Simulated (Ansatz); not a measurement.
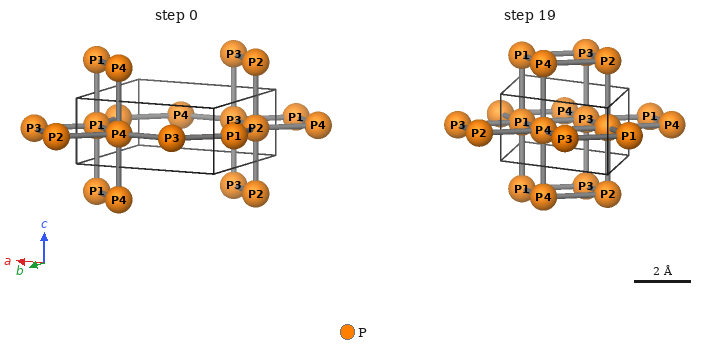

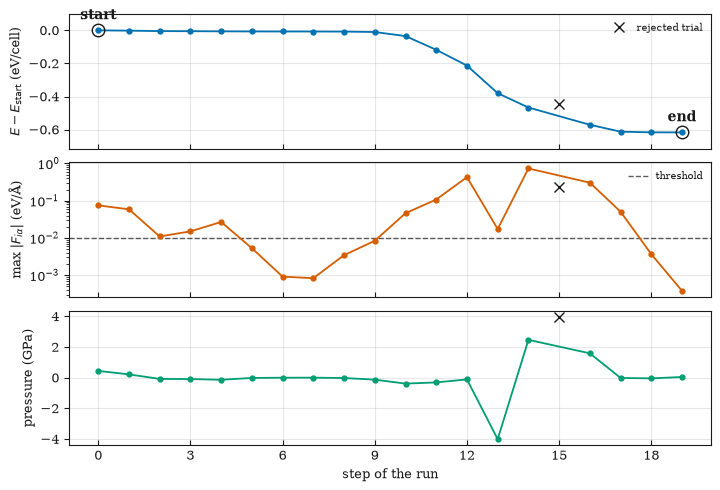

First and last geometry of a relaxation of solid P (a generated structure, set up in Cmmm), with the history of the run. The picture is a ball-and-stick view of the cell of the calculation, seen from a free direction.

Computed with DFT PBE, scalar-relativistic, plane waves, PAW in Ansatz 0.2.0.

Input
```yaml
crystal:
  lattice:
    - [3.8070821511, -4.2893539872, 0.0]
    - [3.8070821511, 4.2893539872, 0.0]
    - [0.0, 0.0, 2.4016757155]
  atoms:
    - { symbol: P, position: [0.9893754062, 0.6972208604, 0.5] }
    - { symbol: P, position: [0.0106245938, 0.3027791396, 0.5] }
    - { symbol: P, position: [0.3027791396, 0.0106245938, 0.5] }
    - { symbol: P, position: [0.6972208604, 0.9893754062, 0.5] }
basis:
  ecutwfc: 420
kpoints:
  mp_grid: { grid: [8, 8, 20] }
hamiltonian:
  xc: pbe
scf:
  occupations: { method: gaussian, width: 0.1 }
output:
  forces: true
  stress: true
  eigenvalues: true
  write_density: true
  write_potential: true
  elf: true
  volumetric_format: npy
relax:
  adjacent_minimum: "off"
  f_tol: 0.01
  max_steps: 80
  cell: { stress_tol: 0.05 }
```

Run as
```bash
ansatz run input.yaml --threads 1 --pin off --max-ram 2560MiB --backend cpu --events-out ev --progress --plain --runs-dir out
```

Question: What do the curves and the structures tell?

Answer: The run was cut off at its time limit before the program reported convergence, but its last step already meets the force threshold: the largest component is 0.00038 eV/Å against 0.01 eV/Å. The pressure is within 0.04 GPa of its target. The energy falls by 0.617 eV per cell of the calculation in 18 accepted moves (19 points after the start). Largest force component: 0.075 eV/Å at the start, 0.00038 eV/Å at the end. The pressure goes from 0.44 to 0.04 GPa. The line search rejected the trial step at point 15 of the run. The largest moves relative to the cell, 0.50 Å, are those of P1, P2, P3 and P4. P3 goes along [2 3 0]. The drawn cell changes as follows: a = b 5.735 → 5.479 Å (−4.5 %), c 2.402 → 2.435 Å (+1.4 %), γ 96.8° → 126.9°; the volume changes by −25.5 %. Among the contacts that change: P1–P3 5.228 → 2.449 Å, P1–P2 2.280 → 2.451 Å, P1–P3 (another image) 2.386 → 2.448 Å, P1–P4 2.506 → 2.451 Å. Among the angles between lasting bonds that change: P1–P2–P3 141.5° → 180.0°, P1–P2–P4 128.5° → 90.0°. Within 0.06 Å the space group is Cmmm at the start and Pm-3m at the end; at a tighter tolerance small leftover displacements or strains of the cell lower it.

```json
{"step": "0", "E − E(0), meV/atom": "0.00", "largest force component, eV/Å": "0.0751", "pressure, GPa": "0.44", "volume, Å³/atom": "19.610", "note": ""}
{"step": "1", "E − E(0), meV/atom": "-0.47", "largest force component, eV/Å": "0.0589", "pressure, GPa": "0.21", "volume, Å³/atom": "19.669", "note": ""}
{"step": "2", "E − E(0), meV/atom": "-1.15", "largest force component, eV/Å": "0.0110", "pressure, GPa": "-0.08", "volume, Å³/atom": "19.729", "note": ""}
{"step": "3", "E − E(0), meV/atom": "-1.29", "largest force component, eV/Å": "0.0151", "pressure, GPa": "-0.09", "volume, Å³/atom": "19.703", "note": ""}
{"step": "4", "E − E(0), meV/atom": "-1.51", "largest force component, eV/Å": "0.0269", "pressure, GPa": "-0.14", "volume, Å³/atom": "19.621", "note": ""}
{"step": "5", "E − E(0), meV/atom": "-1.68", "largest force component, eV/Å": "0.0053", "pressure, GPa": "-0.02", "volume, Å³/atom": "19.545", "note": ""}
{"step": "6", "E − E(0), meV/atom": "-1.72", "largest force component, eV/Å": "0.0009", "pressure, GPa": "0.00", "volume, Å³/atom": "19.484", "note": ""}
{"step": "7", "E − E(0), meV/atom": "-1.77", "largest force component, eV/Å": "0.0008", "pressure, GPa": "0.00", "volume, Å³/atom": "19.412", "note": ""}
{"step": "8", "E − E(0), meV/atom": "-1.89", "largest force component, eV/Å": "0.0035", "pressure, GPa": "-0.02", "volume, Å³/atom": "19.311", "note": ""}
{"step": "9", "E − E(0), meV/atom": "-2.53", "largest force component, eV/Å": "0.0084", "pressure, GPa": "-0.13", "volume, Å³/atom": "19.079", "note": ""}
{"step": "10", "E − E(0), meV/atom": "-8.67", "largest force component, eV/Å": "0.0462", "pressure, GPa": "-0.39", "volume, Å³/atom": "18.598", "note": ""}
{"step": "11", "E − E(0), meV/atom": "-29.39", "largest force component, eV/Å": "0.1077", "pressure, GPa": "-0.31", "volume, Å³/atom": "18.051", "note": ""}
{"step": "12", "E − E(0), meV/atom": "-53.25", "largest force component, eV/Å": "0.4291", "pressure, GPa": "-0.11", "volume, Å³/atom": "17.437", "note": ""}
{"step": "13", "E − E(0), meV/atom": "-94.99", "largest force component, eV/Å": "0.0174", "pressure, GPa": "-4.01", "volume, Å³/atom": "16.655", "note": ""}
{"step": "14", "E − E(0), meV/atom": "-116.61", "largest force component, eV/Å": "0.7342", "pressure, GPa": "2.47", "volume, Å³/atom": "15.130", "note": ""}
{"step": "15", "E − E(0), meV/atom": "-110.70", "largest force component, eV/Å": "0.2318", "pressure, GPa": "3.97", "volume, Å³/atom": "14.435", "note": "rejected"}
{"step": "16", "E − E(0), meV/atom": "-142.70", "largest force component, eV/Å": "0.3049", "pressure, GPa": "1.59", "volume, Å³/atom": "14.704", "note": ""}
{"step": "17", "E − E(0), meV/atom": "-153.13", "largest force component, eV/Å": "0.0506", "pressure, GPa": "-0.02", "volume, Å³/atom": "14.643", "note": ""}
{"step": "18", "E − E(0), meV/atom": "-154.15", "largest force component, eV/Å": "0.0037", "pressure, GPa": "-0.05", "volume, Å³/atom": "14.626", "note": ""}
{"step": "19", "E − E(0), meV/atom": "-154.21", "largest force component, eV/Å": "0.0004", "pressure, GPa": "0.04", "volume, Å³/atom": "14.613", "note": ""}
```

Limits of the set-up: layers or molecules are held without a dispersion correction, so their spacing is unreliable.
